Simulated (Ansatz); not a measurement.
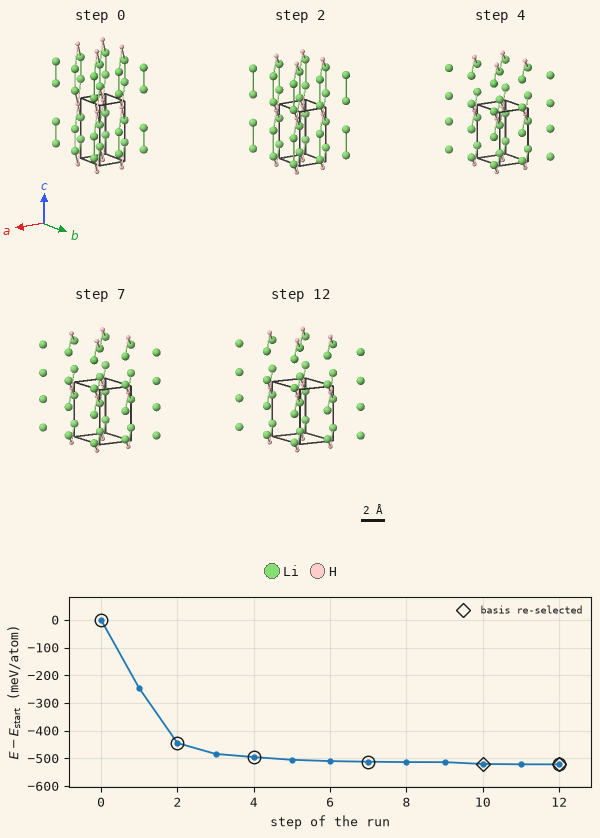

Frames of a relaxation of solid Li$_{2}$H (a generated structure, set up in Cmmm) (coarse preliminary run), marked on the history of the run. A ball-and-stick model of the cell of the calculation, repeated 2 × 2 × 2 with one cell outlined, seen from a free direction.

All numbers below come from DFT PBE, scalar-relativistic, plane waves, PAW in Ansatz. (plane-wave cutoff 420 eV; k-point mesh 8 × 8 × 4; occupations gaussian; smearing width 0.1 eV; no spin polarisation; cell and atoms relaxed; force threshold 0.04 eV/Å; at most 70 steps)

Describe the path.

Answer. After 10 accepted moves (12 points after the start) the energy has fallen by 522 meV per atom. The largest force component goes from 2 to 0.019 eV/Å. Pressure: 4.15 GPa at the start and 0.18 GPa at the end. The SCF was repeated twice at an unchanged geometry on a basis and grid sized afresh for the cell, which shifted the energy by 6.6 meV per atom at most. The largest moves relative to the cell, 0.43 Å, are those of Li atoms. H stays in place. Cell: a = b 2.438 → 3.075 Å (+26.1 %), c 5.825 → 5.306 Å (−8.9 %), γ 110.0° → 127.7°. Volume +21.9 %. Among the contacts that change: Li–Li 3.708 → 2.522 Å, Li–Li 2.117 → 2.783 Å, Li–Li 2.438 → 3.075 Å, H–Li 2.323 → 1.851 Å. Bonds break: Li–Li (2.12 → 2.78 Å). The space group stays Cmmm (No. 65). Cost: 6.8 s on 1 thread of AMD EPYC 9R45 96-Core Processor (Zen 5), on a shared host, peak memory 0.36 GiB. From step 0 to 2: Li atoms move most (0.30 Å), volume −0.7 %, energy −445 meV per atom. From step 2 to 4: Li atoms move most (0.11 Å), volume +5.0 %, energy −50.7 meV per atom. From step 4 to 7: volume +11.8 %, energy −16.7 meV per atom. From step 7 to 12: Li atoms move most (0.02 Å), volume +4.6 %, energy −9.5 meV per atom.

```json
{"step": "0", "E − E(0), meV/atom": "0.00", "largest force component, eV/Å": "2.0048", "pressure, GPa": "4.15", "volume, Å³/atom": "10.852", "note": ""}
{"step": "1", "E − E(0), meV/atom": "-247.11", "largest force component, eV/Å": "1.6762", "pressure, GPa": "2.41", "volume, Å³/atom": "10.874", "note": ""}
{"step": "2", "E − E(0), meV/atom": "-444.71", "largest force component, eV/Å": "0.7375", "pressure, GPa": "2.07", "volume, Å³/atom": "10.774", "note": ""}
{"step": "3", "E − E(0), meV/atom": "-483.92", "largest force component, eV/Å": "0.1507", "pressure, GPa": "2.44", "volume, Å³/atom": "10.933", "note": ""}
{"step": "4", "E − E(0), meV/atom": "-495.36", "largest force component, eV/Å": "0.1030", "pressure, GPa": "1.94", "volume, Å³/atom": "11.311", "note": ""}
{"step": "5", "E − E(0), meV/atom": "-505.12", "largest force component, eV/Å": "0.0143", "pressure, GPa": "1.15", "volume, Å³/atom": "11.741", "note": ""}
{"step": "6", "E − E(0), meV/atom": "-509.88", "largest force component, eV/Å": "0.0005", "pressure, GPa": "0.59", "volume, Å³/atom": "12.204", "note": ""}
{"step": "7", "E − E(0), meV/atom": "-512.10", "largest force component, eV/Å": "0.0240", "pressure, GPa": "-0.04", "volume, Å³/atom": "12.644", "note": ""}
{"step": "8", "E − E(0), meV/atom": "-513.47", "largest force component, eV/Å": "0.0121", "pressure, GPa": "-0.14", "volume, Å³/atom": "12.909", "note": ""}
{"step": "9", "E − E(0), meV/atom": "-513.60", "largest force component, eV/Å": "0.0055", "pressure, GPa": "0.06", "volume, Å³/atom": "12.786", "note": ""}
{"step": "10", "E − E(0), meV/atom": "-520.23", "largest force component, eV/Å": "0.0044", "pressure, GPa": "0.45", "volume, Å³/atom": "12.786", "note": "same geometry, new basis"}
{"step": "11", "E − E(0), meV/atom": "-521.44", "largest force component, eV/Å": "0.0194", "pressure, GPa": "0.18", "volume, Å³/atom": "13.226", "note": ""}
{"step": "12", "E − E(0), meV/atom": "-521.59", "largest force component, eV/Å": "0.0194", "pressure, GPa": "0.18", "volume, Å³/atom": "13.226", "note": "same geometry, new basis"}
```
